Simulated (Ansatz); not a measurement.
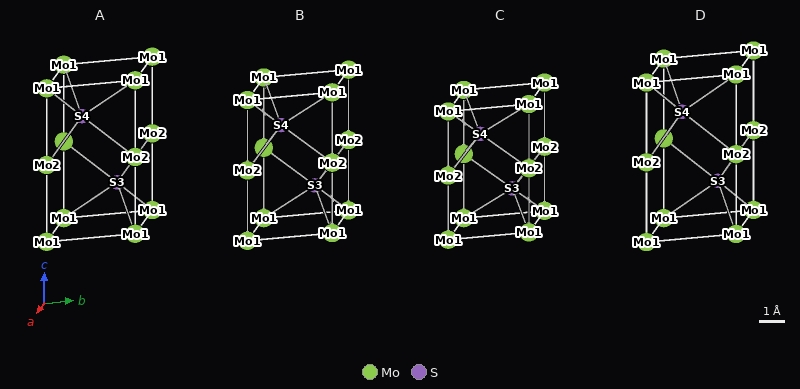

4 geometries from one relaxation of a crystal of MoS (built on the nickel arsenide type) (coarse preliminary run), in shuffled order. The picture is a ball-and-stick view of the cell of the calculation, seen slightly off an axis.

Method: Ansatz 0.2.0, DFT PBE+U, scalar-relativistic, plane waves, PAW. Set-up: plane-wave cutoff 420 eV; k-point mesh 6 × 6 × 4; occupations gaussian; smearing width 0.1 eV; U Mo 4.38 eV; collinear spin; cell and atoms relaxed; force threshold 0.05 eV/Å; at most 80 steps.

Order the frames from highest to lowest energy.

Answer. C, B, A, D. They are steps 0, 2, 4, 10, at +707 meV per atom, +205 meV per atom, +38.4 meV per atom relative to the last. The energy falls by 707 meV per atom in 8 accepted moves (10 points after the start). All forces vanish by symmetry, so only the cell relaxes. The pressure goes from 45.23 to −0.02 GPa. The SCF was repeated twice at an unchanged geometry on a basis and grid sized afresh for the cell, which shifted the energy by 18.7 meV per atom at most. No atom moves by more than 0.005 Å relative to the cell. Cell: a = b 3.440 → 3.824 Å (+11.2 %), c 5.332 → 6.631 Å (+24.4 %). Volume +53.7 %. Near-neighbour distances that change, for instance: Mo1–Mo2 2.666 → 3.315 Å, Mo1–S3 2.392 → 2.761 Å. Among the angles between lasting bonds that change: Mo1–S3–Mo2 67.7° → 73.8°, S3–Mo1–S4 88.0° → 92.3°, Mo1–S3–Mo1 92.0° → 87.7°. The space group stays P6_3/mmc (No. 194).
